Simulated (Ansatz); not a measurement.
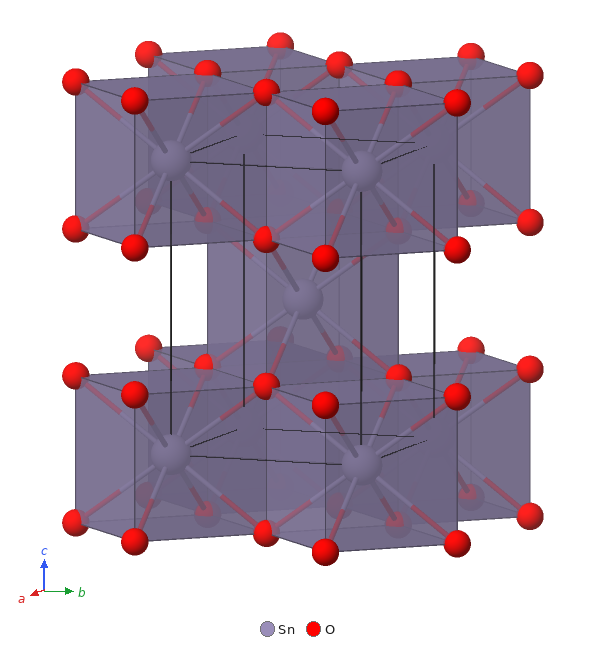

An orthographic polyhedral view of the structure, slightly off an axis. Thin lines show the conventional unit cell, with boundary atoms drawn in all their periodic places. Some atoms of the next cells are drawn as well.

SnO2, space group I4/mmm (No. 139), a = 3.75 Å, b = 3.75 Å, c = 5.46 Å, α = 90.00°, β = 90.00°, γ = 90.00°.

Calculation details: DFT PBEsol, scalar-relativistic, plane waves, PAW (Ansatz 0.2.0); plane waves up to 420 eV, k-points about 0.17 Å⁻¹ apart, Gaussian smearing of 0.1 eV, no spin polarisation.

### Metal or not?

A metal: bands cross the Fermi level.

### How far is the cell from zero pressure?

The computed pressure is -22.0 GPa (stretched: it would shrink). The stress isn't hydrostatic: its largest component is 28.2 GPa.

Starting structure: a structure listed in the Materials Project. The cell was then strained or its atoms displaced on purpose. It was run through Ansatz as a DFT input.

At this level of theory the cell isn't at rest (stretched, at -22 GPa), so its distances can differ from those at equilibrium, the more so the softer the solid.
